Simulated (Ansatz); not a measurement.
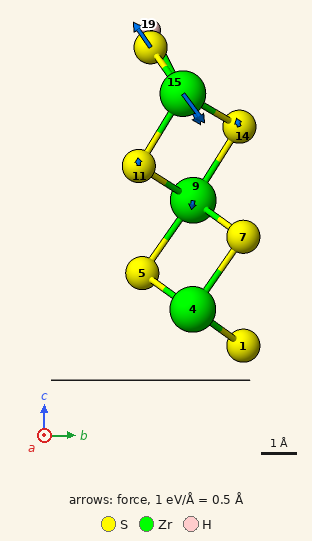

Starting geometry of a slab of composition Zr$_{6}$HS$_{12}$ (cut from the P-3m1 phase) with the computed forces as blue arrows. Style: ball-and-stick. Shown: the cell of the calculation, outlined in the plane, without the vacuum (origin shifted), along the a axis.

Case: H put at a bridge S-S site. The slab is the (1 0 0) face of ZrS2 with H on it. 8 atoms are held fixed.

Computed with Ansatz 0.2.0, DFT PBE+D3(BJ), scalar-relativistic, plane waves, PAW. Settings: plane-wave cutoff 420 eV; k-point mesh 4 × 5 × 1; occupations gaussian; smearing width 0.05 eV; collinear spin; dipole correction; atoms relaxed in a fixed cell; force threshold 0.03 eV/Å; at most 70 steps.

### Is this structure relaxed? If not, where do the atoms go?

It isn't relaxed: the largest force vector, on a Zr atom, is 2.16 eV/Å. The final displacements follow the starting forces only in part (cosine between the two patterns 0.58). The largest move is that of the H atom, 0.28 Å at 20° to the normal (−c side). Largest moves by element: H 0.28 Å, Zr 0.25 Å, S 0.13 Å. The lattice vectors keep their values. Some distances before and after: H–S 1.885 → 1.707 Å, S–Zr 2.443 → 2.593 Å, S–Zr 2.443 → 2.564 Å, Zr–Zr 3.591 → 3.483 Å. Among the angles between lasting bonds that change: S–Zr–H 121.7° → 107.7°, S–Zr–S 96.1° → 82.8°, S–Zr–S 87.7° → 97.0°. After 6 geometry steps the energy has fallen by 0.607 eV per cell of the calculation. Largest force component: 1.8 eV/Å at the start, 0.0079 eV/Å at the end. The program noted that the starting moments weren't kept.

Limits of the set-up: the periodic images lie only 5.7 Å apart, so the values are limited by the cell's size.
